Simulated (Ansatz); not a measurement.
## Single-point calculation of ScAl2N3

- system: ScAl2N3 (Cmc2₁, 12 atoms in the cell)
- method: DFT PBE, scalar-relativistic, plane waves, PAW, no spin polarisation (Ansatz 0.2.0)

The structure was made by swapping elements on the sites of another compound; it need not be a known phase. It belongs to a series of runs on one base structure; here: band edges sought over the zone.

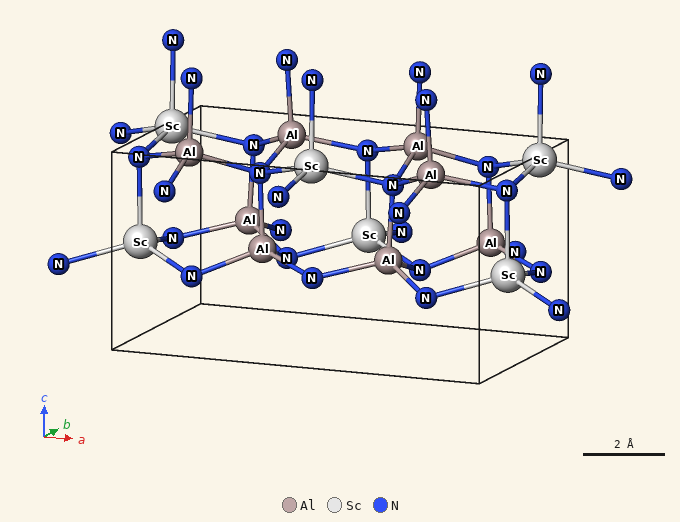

Fig. 1: The input geometry (ball-and-stick view of the cell 2 times as large as that of the calculation, set on its symmetry axes, seen slightly off an axis; bonded neighbours outside the cell are drawn too). An atom can appear more than once, as a periodic image.

Key numbers

| quantity | value |
| --- | --- |
| outcome | converged |
| space group (tolerance 0.01 Å) | Cmc2₁ (36) |
| electrons treated | 64 |
| free energy | −8742.9648 eV |
| Fermi energy | 9.158 eV |
| gap on the k-point mesh | 2.99 eV |
| gap on the band path | 2.99 eV |
| pressure | 0.00 GPa |
| largest force (length of the vector) | 0.009 eV/Å |
| hardware | 2 threads of Intel Xeon @ 2.50GHz (Skylake/Cascade Lake), 189 GiB of memory available, shared host |
| wall time | 74 s (CPU time 2.4 min) |
| peak memory | 0.56 GiB |

The input
```yaml
crystal:
  lattice:
    - [4.9383324416, -2.8402854886, 0.0]
    - [4.9383324416, 2.8402854886, 0.0]
    - [0.0, 0.0, 5.02158809]
  atoms:
    - { symbol: Al, position: [0.0067541035, 0.3356862303, 0.9887047968] }
    - { symbol: Al, position: [0.6643137697, 0.9932458965, 0.9887047968] }
    - { symbol: Al, position: [0.9932458965, 0.6643137697, 0.4887047968] }
    - { symbol: Al, position: [0.3356862303, 0.0067541035, 0.4887047968] }
    - { symbol: Sc, position: [0.3223234425, 0.6776765575, 0.9723605916] }
    - { symbol: Sc, position: [0.6776765575, 0.3223234425, 0.4723605916] }
    - { symbol: "N", position: [0.0293445066, 0.3324798313, 0.367245713] }
    - { symbol: "N", position: [0.6675201687, 0.9706554934, 0.367245713] }
    - { symbol: "N", position: [0.9706554934, 0.6675201687, 0.867245713] }
    - { symbol: "N", position: [0.3324798313, 0.0293445066, 0.867245713] }
    - { symbol: "N", position: [0.3091304088, 0.6908695912, 0.4037383584] }
    - { symbol: "N", position: [0.6908695912, 0.3091304088, 0.9037383584] }
basis:
  ecutwfc: 420
kpoints:
  mp_grid: { grid: [6, 6, 6] }
  band_path: { path: [VBM, CBM], npoints: 2 }
hamiltonian:
  xc: pbe
scf:
  occupations: { method: gaussian, width: 0.02 }
output:
  forces: true
  stress: true
  eigenvalues: true
checkpoint:
  read: start.run
  write: ck
  compress: false
  write_wavefunctions: false
  write_every: 100000
```

Run as:
```bash
ansatz run input.yaml --threads 2 --pin off --max-ram 5120MiB --backend cpu --events-out ev --progress --plain --runs-dir out
```

What the program printed
```
Engine: ansatz 0.2.0, x86_64-unknown-linux-gnu
Pseudopotentials: kind: paw
Pseudopotential: Al, paw, valence charge 3, recommended cutoff 420 eV (normal), Al.paw.azcp
Pseudopotential: Sc, paw, valence charge 11, recommended cutoff 420 eV (normal), Sc.paw.azcp
Pseudopotential: N, paw, valence charge 5, recommended cutoff 420 eV (normal), N.paw.azcp
Functional definition: PBE
  parameter kappa = 0.804
  parameter beta = 0.06672455060314922
  exchange = pbe_x(kappa = kappa, mu = beta*pi^2/3)
  correlation = pbe_c(beta = beta)
Crystal: 12 atoms, lattice volume = 140.868 Å³
Basis set: ecut = 420 eV, 2789 PW (Γ), exchange–correlation on 80×80×72 points (8 copies of the dense FFT grid, shifted against one another)
Bands: 44, of which v1, the nominal top of the filled ones, is band 32 counted from 1 (31 counted from 0)
Symmetry: 4 space group operations
Space group: Cmc21 (ITA 36), of the structure as read, at distance tolerance 5.2e-5 Å
k-points: 52 of 216 (time reversal used)
Non-local potential: Al, projectors of the file, l = 0: 2, l = 1: 2, l = 2: 1
Non-local potential: Sc, projectors of the file, l = 0: 3, l = 1: 2, l = 2: 3, l = 3: 1
Non-local potential: N, projectors of the file, l = 0: 2, l = 1: 2, l = 2: 1
PAW form: soft (Blöchl's): semilocal exchange-correlation on the pseudo side does not see the compensation charge
PAW one-centre angular grid: Al, 110 points (default); XC on 64 Gauss nodes
PAW one-centre angular grid: Sc, 590 points (default); XC on 64 Gauss nodes
PAW one-centre angular grid: N, 110 points (default); XC on 64 Gauss nodes
Initial density: read from a saved state, or passed on in memory by an earlier SCF of this step, an earlier step, the calling program or the single point that the run made first
Initial wavefunctions: pseudopotential atomic-orbital guess
Functional: x = pbe(κ = 0.804, μ = 0.2195149727645171), c = pbe(β = 0.06672455060314922)
iter 1 solved again at ethr=3.32e-7 eV; its pass at ethr=3.10e-3 eV (dr2=2.12e-4 eV) is discarded
SCF iter   1: F=—  HF=-8742.964784 eV  |F-HF|=—  |Δ(HF+E_count)|=         —  Δρ=1.38e-6  dr2=2.37e-9  ethr=3.32e-7  ⟨swp⟩=3.0  Hψ=15312  notcnv=0
eigensolver tolerance schedule: the retry pair's looser diagonalisation over-reported the residual by 89574.70 of it (diagonalisation noise at an unbounded share of the residual, at the tolerance the schedule requests for it); recorded, not acted on — ethr = c·dr2/N_el stays at c = 1.0e-1
preconditioner: auto → Resta (q_TF=auto, 2.392 Å⁻¹)  ε∞=5.7  [insulator: Δε(μ)=2.988 eV  Ē_g=10.028 eV  σ=0.020 eV  W_gap=1.00  n_scr=26 (ndim 8)  ℏωp=21.7 eV  f_vac=0.000  D(μ)=0.00/eV (n_scr^D=0)  ε∞_Penn≈5.7]
SCF iter   2: F=—  HF=-8742.964786 eV  |F-HF|=—  |Δ(HF+E_count)|=   1.47e-6  Δρ=1.02e-6  dr2=1.26e-9  ethr=3.71e-12  ⟨swp⟩=3.0  Hψ=4812  notcnv=0
iter 3 did not close the SCF: its close was put off for the readings that it lacked (scf_convergence_deferred on its scf_iter line)
SCF iter   3: F=-8742.964786 eV  HF=-8742.964786 eV  |F-HF|=3.31e-10  |Δ(HF+E_count)|=  2.29e-10  Δρ=5.70e-7  dr2=3.98e-10  ethr=1.97e-12  ⟨swp⟩=1.0  Hψ=2288  notcnv=0
iter 4 did not close the SCF: its close was put off for the readings that it lacked (scf_convergence_deferred on its scf_iter line)
SCF iter   4: F=-8742.964786 eV  HF=-8742.964786 eV  |F-HF|=8.00e-11  |Δ(HF+E_count)|=  8.00e-11  Δρ=2.78e-7  dr2=9.62e-11  ethr=1.00e-12  ⟨swp⟩=1.0  Hψ=2288  notcnv=0
iter 5 did not close the SCF: its close was put off for the readings that it lacked (scf_convergence_deferred on its scf_iter line)
SCF iter   5: F=-8742.964786 eV  HF=-8742.964786 eV  |F-HF|=5.09e-11  |Δ(HF+E_count)|=  1.09e-11  Δρ=2.26e-7  dr2=6.36e-11  ethr=1.00e-12  ⟨swp⟩=1.0  Hψ=2288  notcnv=0
iter 6 did not close the SCF: its close was put off for the readings that it lacked (scf_convergence_deferred on its scf_iter line)
SCF iter   6: F=-8742.964786 eV  HF=-8742.964786 eV  |F-HF|=3.27e-11  |Δ(HF+E_count)|=  3.64e-12  Δρ=1.82e-7  dr2=4.11e-11  ethr=1.00e-12  ⟨swp⟩=1.0  Hψ=2288  notcnv=0
SCF iter   7: F=-8742.964786 eV  HF=-8742.964786 eV  |F-HF|=7.28e-12  |Δ(HF+E_count)|=  7.28e-12  Δρ=6.60e-8  dr2=5.35e-12  ethr=1.00e-12  ⟨swp⟩=1.0  Hψ=4784  notcnv=0
SCF 1 converged in 7 iterations: F = -8742.964786 eV  dr2 = 5.35e-12
  greatest PAW one-centre occupation: 0.998 electrons in one spin orbital (limit 2), on the Sc atom at site 5 (counted from 0), in its partial waves of l = 0
```

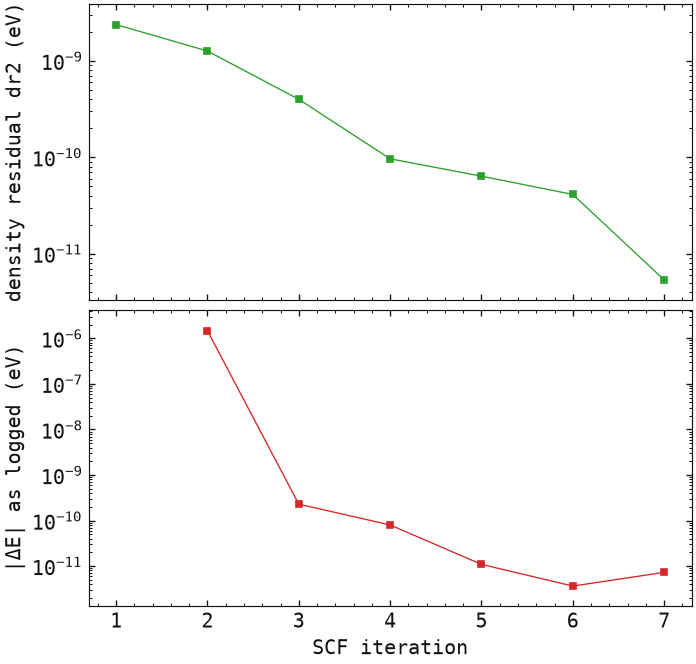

Fig. 2: Convergence of the self-consistent field: density residual dr2 and size of the energy change against the SCF iteration. The residual falls at every step.

```
NSCF: frozen V_eff on 52 k-points
NSCF: frozen V_eff on 52 k-points
NSCF: frozen V_eff on 38 k-points
NSCF: frozen V_eff on 10 k-points
NSCF: frozen V_eff on 10 k-points
NSCF: frozen V_eff on 10 k-points
NSCF: frozen V_eff on 5 k-points
NSCF: frozen V_eff on 3 k-points
SCF converged after 7 iterations
Free energy (F): -8742.964786 eV
Harris-Foulkes:  -8742.964786 eV  (|F-HF|=7.28e-12)
Internal energy: -8742.964786 eV  (E = F + TS)
E sigma→0 (E₀):  -8742.964786 eV
Fermi energy:    9.158036 eV
--- Per-component energies (eV) ---
  E_band       = -239.887665
  E_kinetic    = 1422.341030
  E_local      = -3162.829900  (includes V_loc(G=0)·N_el)
  E_nonlocal   = 472.483982
  E_hartree    = 1117.279742
  E_xc         = -738.986184
  E_vxc        = -846.629574  (∫ρ·V_xc dr)
  E_paw        = -4543.589465  (= ΣΔE_a)
  E_vpaw       = -359.813240  (= ΣTr[D̂ρ^β])
  E_aug_tail   = 0.000606  (compensation charges beyond the density's cutoff)
  E_ewald      = -3309.664597
  E_smearing   = -0.000000  (= −TS)
  E_closure    = 0.000000  (closes the sum)
  Σ components = -8742.964786   (vs F -8742.964786, Δ=0.00e0)
--- Forces (eV/Å), atoms counted from 1 ---
  atom   1  Al    -0.00238715    -0.00013958    -0.00198099
  atom   2  Al     0.00238715    -0.00013958    -0.00198099
  atom   3  Al     0.00238715     0.00013958    -0.00198099
  atom   4  Al    -0.00238715     0.00013958    -0.00198099
  atom   5  Sc     0.00000000     0.00513105    -0.00762806
  atom   6  Sc     0.00000000    -0.00513105    -0.00762806
  atom   7  N      0.00190779    -0.00098923     0.00283655
  atom   8  N     -0.00190779    -0.00098923     0.00283655
  atom   9  N     -0.00190779     0.00098923     0.00283655
  atom  10  N      0.00190779     0.00098923     0.00283655
  atom  11  N      0.00000000     0.00200609     0.00587444
  atom  12  N      0.00000000    -0.00200609     0.00587444
  max |Σ_I F_I| component: 8.50e-5 eV/Å
--- Stress (GPa, compression-positive) ---
       -0.002287       0.000000       0.000000
        0.000000       0.001317       0.000000
        0.000000       0.000000       0.008980
  P = ⅓ Tr σ = 0.0027 GPa (0.027 kbar)
--- Band table (eV; the first three rows and the last of 52) ---
  k-point 0: bands = ["-39.7602", "-39.7329", "-18.5527", "-18.5136", "-18.4803", "-18.4517", "-18.4168", "-18.3844", "-6.5814", "-4.7927", "-4.6725", "-4.6149", "-4.4352", "-4.4131", "2.8149", "3.5692", "3.5773", "3.8599", "3.9828", "5.1930", "5.6038", "5.7345", "5.7724", "5.8646", "5.9892", "6.5905", "6.7381", "6.7944", "6.9185", "6.9424", "6.9748", "7.6284", "10.6522", "11.1782", "11.7763", "12.1438", "12.1692", "12.4902", "12.7015", "12.8394", "13.1290", "13.4404", "13.7774", "14.8392"]
  k-point 1: bands = ["-39.7583", "-39.7347", "-18.5580", "-18.5227", "-18.4783", "-18.4535", "-18.4084", "-18.3819", "-6.4809", "-4.9348", "-4.6581", "-4.6080", "-4.4130", "-4.3847", "3.0489", "3.2032", "3.2418", "4.0486", "4.0586", "5.4036", "5.5222", "5.5657", "5.7919", "5.8927", "5.9777", "6.6063", "6.7597", "6.8042", "6.8120", "6.9074", "6.9101", "7.5195", "10.9243", "11.3639", "12.0410", "12.2261", "12.3218", "12.6770", "12.7456", "12.9911", "13.2721", "13.3428", "13.8135", "14.9110"]
  k-point 2: bands = ["-39.7533", "-39.7397", "-18.5644", "-18.5426", "-18.4729", "-18.4585", "-18.3923", "-18.3786", "-6.1962", "-5.3119", "-4.6260", "-4.5968", "-4.3499", "-4.3289", "2.7797", "2.7971", "3.6520", "4.2550", "4.3041", "5.0567", "5.0909", "5.0958", "5.5605", "5.9666", "6.4457", "6.6173", "6.6977", "6.8156", "6.8951", "6.9187", "6.9954", "7.4213", "11.5448", "11.7731", "12.2779", "12.3007", "12.6443", "12.7688", "12.9822", "13.0955", "13.1486", "13.6473", "14.2349", "15.1100"]
  k-point 51: bands = ["-39.7465", "-39.7465", "-18.5601", "-18.5601", "-18.4678", "-18.4678", "-18.3809", "-18.3809", "-5.3536", "-5.3536", "-4.9058", "-4.9058", "-4.5065", "-4.5065", "2.8124", "2.8124", "3.5134", "3.5134", "4.7146", "4.7146", "5.7217", "5.7217", "6.1423", "6.1423", "6.1554", "6.1554", "6.4222", "6.4222", "7.0133", "7.0133", "7.2483", "7.2483", "11.6622", "11.6622", "12.4402", "12.4402", "12.7005", "12.7005", "12.8243", "12.8243", "13.7636", "13.7636", "15.5274", "15.5274"]
```

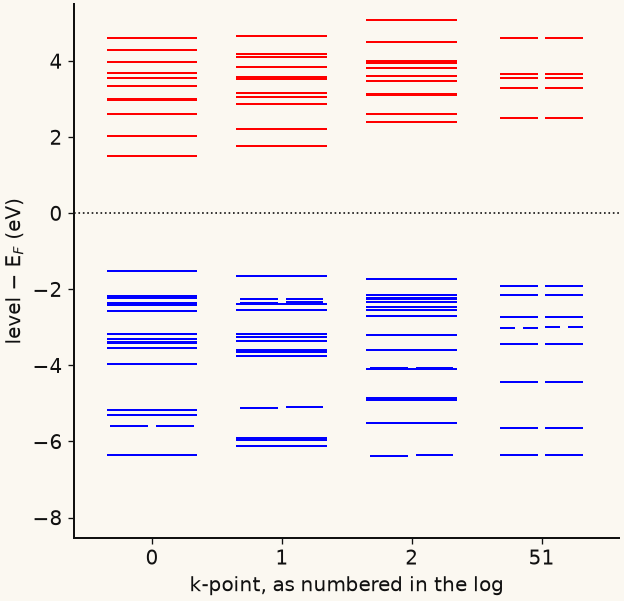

Fig. 3: Kohn–Sham levels near the Fermi level (dotted) at the few k-points that the log prints; levels within 0.02 eV of each other stand side by side. Among these points the highest filled and lowest empty levels are 3.02 eV apart; the gap on the full mesh, 2.99 eV, has an edge at a point that isn't printed.
